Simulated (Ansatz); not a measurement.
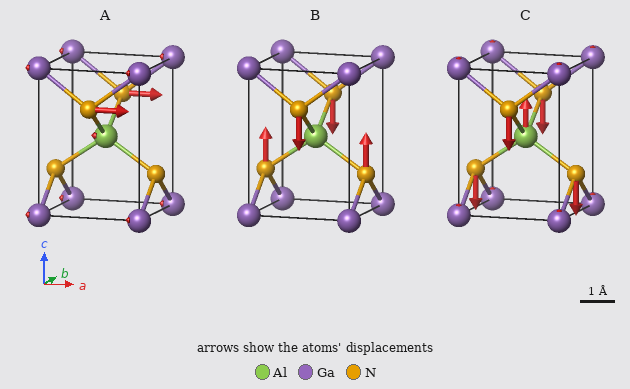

Modes of crystalline AlGaN2, space group P-4m2 (No. 115), at the zone centre (one member of each degenerate set). Displacements are drawn as red arrows; their common scale and sign are arbitrary. Style: ball-and-stick. Shown: the cell of the calculation, slightly off an axis.

All numbers below come from DFT r2SCAN, scalar-relativistic, plane waves, PAW in Ansatz 0.2.0.

Frequencies are those without the non-analytic (LO–TO) term.

**Give the symmetry species and the selection rules of each.**

A is E, infrared- and Raman-active by symmetry (578 cm⁻¹). B is A₁, Raman-active by symmetry (707 cm⁻¹). C is B₂, infrared- and Raman-active by symmetry (627 cm⁻¹).
